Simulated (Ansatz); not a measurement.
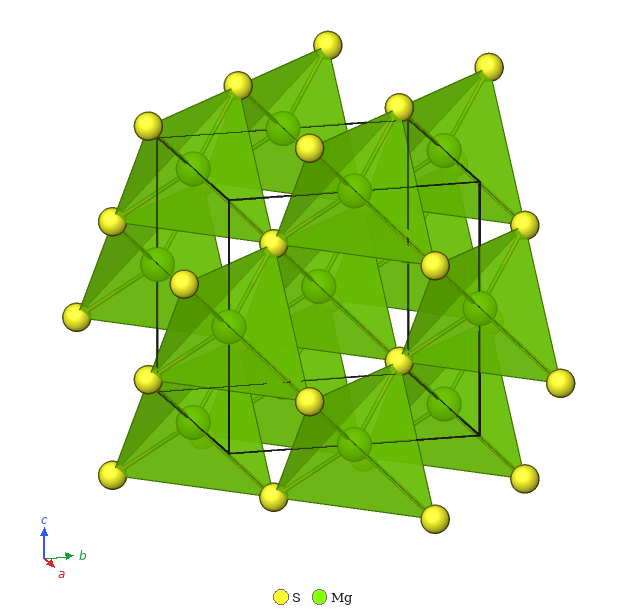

A polyhedral rendering, viewed slightly off an axis. The frame is the drawn cell (a repeat of the simulation cell); atoms at its boundary are shown with their periodic copies. Some neighbours outside the box are added.

MgS, a = 5.662 Å, b = 5.662 Å, c = 5.662 Å, α = 90.00°, β = 90.00°, γ = 90.59°. Strictly the space group is Imm2 (No. 44, within 0.01 Å). It is a distorted form of a face-centred cubic structure, space group F-43m (No. 216) within 0.25 Å: zinc blende (sphalerite type). The structure comes from a structure listed in the Materials Project. The cell was then strained or its atoms displaced on purpose. It was run through Ansatz as a DFT input.

This one geometry was computed with Ansatz (DFT, plane waves, PAW) at three levels of theory: HSE06, PBE and r2SCAN. It was relaxed with r2SCAN and then strained.

Q: How does the band gap change with the level of theory?

A: PBE: a gap of 3.44 eV, direct; r2SCAN: a gap of 4.11 eV, direct; HSE06: a gap of 4.50 eV, direct.

Q: Collect the results in a table.

A:
| level | cutoff (eV) | k-mesh of the run's cell | gap (eV) | pressure (GPa) |
| --- | --- | --- | --- | --- |
| HSE06 | 420 | 6×6×6 | 4.50 | 0.0 |
| PBE | 420 | 8×8×8 | 3.44 | 1.1 |
| r2SCAN | 500 | 8×8×8 | 4.11 | 0.0 |

Gaps are taken on the k-mesh or band path of each run.
